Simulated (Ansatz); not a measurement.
# Ta3Si: what the fields show

Input

```
crystal:
  lattice:
    - [4.0674479632, 0.0, 0.0]
    - [0.0, 4.0674479632, 0.0]
    - [0.0, 0.0, 4.0674479632]
  atoms:
    - { symbol: Ta, position: [0.0, 0.5, 0.5] }
    - { symbol: Ta, position: [0.5, 0.0, 0.5] }
    - { symbol: Ta, position: [0.5, 0.5, 0.0] }
    - { symbol: Si, position: [0.0, 0.0, 0.0] }
basis:
  ecutwfc: 500
kpoints:
  mp_grid: { grid: [12, 12, 12] }
hamiltonian:
  xc: r2scan
scf:
  occupations: { method: gaussian, width: 0.1 }
output:
  forces: true
  stress: true
  eigenvalues: true
  write_density: true
  write_potential: true
  elf: true
  volumetric_format: npy
relax:
  adjacent_minimum: "off"
  f_tol: 0.01
  max_steps: 80
  cell: { stress_tol: 0.05 }
```

Launched as:

```sh
ansatz run input.yaml --threads 1 --pin off --max-ram 3072MiB --backend cpu --events-out ev --progress --plain --runs-dir out
```

Below, planes, directions and counts refer to the conventional cell (a = 4.06 Å, b = 4.06 Å, c = 4.06 Å, α = 90.00°, β = 90.00°, γ = 90.00°).

The fields are those of the run's last geometry, not of the input's.

Space group Pm-3m; started from the Cu3Au (L1_2)_221 prototype, which need not be the ambient phase; computed without spin polarisation.

Theory: DFT r2SCAN, scalar-relativistic, plane waves, PAW in Ansatz.

Core electrons are frozen (PAW), and the valence fields are smoothed inside the atomic spheres.

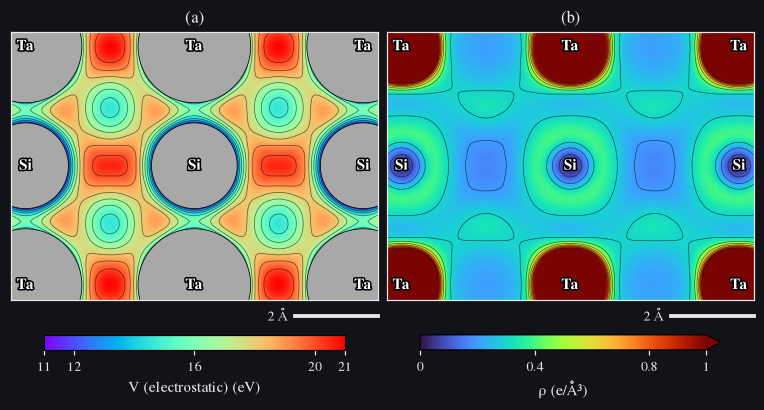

Figure 1. (a) electrostatic potential energy of an electron; (b) valence pseudo-density on the (101) plane of the conventional cell. Grey discs cover the atomic cores in the potential map.

**What do the fields say about this system?**

The plane passes through Ta and Si nuclei. Ta–Si (2.87 Å): ρ at the midpoint is about 0.25 e/Å³. Between the atoms the lowest density in this plane is 0.17 e/Å³. Outside the cores the potential energy rises away from the atoms and is highest about 2.0 Å from the nearest atoms; its zero is arbitrary.

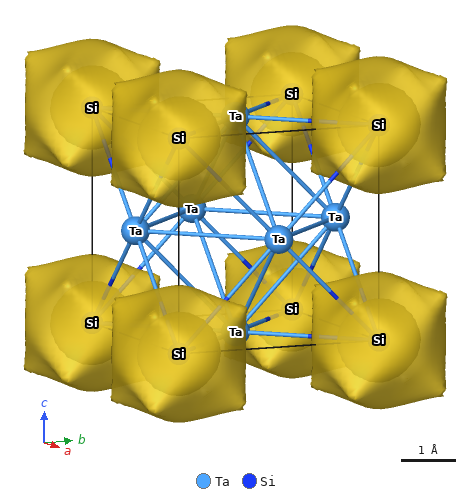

Figure 2. Isosurface of the electron localisation function at 0.6 (yellow), seen slightly off an axis. Core shells and regions of very low density are left out. Sticks mark near contacts.

**Where are the electrons localised?**

The surface consists of one region wrapped around Si (its valence shell), counted in one cell of 4 atoms. Regions shared between cells count once. Profiles from the grid: Ta–Ta (2.87 Å): the ELF is about 0.40 at the midpoint. Ta–Si (2.87 Å): the ELF peaks at about 0.70 in the valence shell of Si, 1.0 Å from its nucleus, and is about 0.30 at the midpoint.

**Metal or insulator at this level of theory?**

It is metallic or semimetallic at this level of theory: no gap opens.
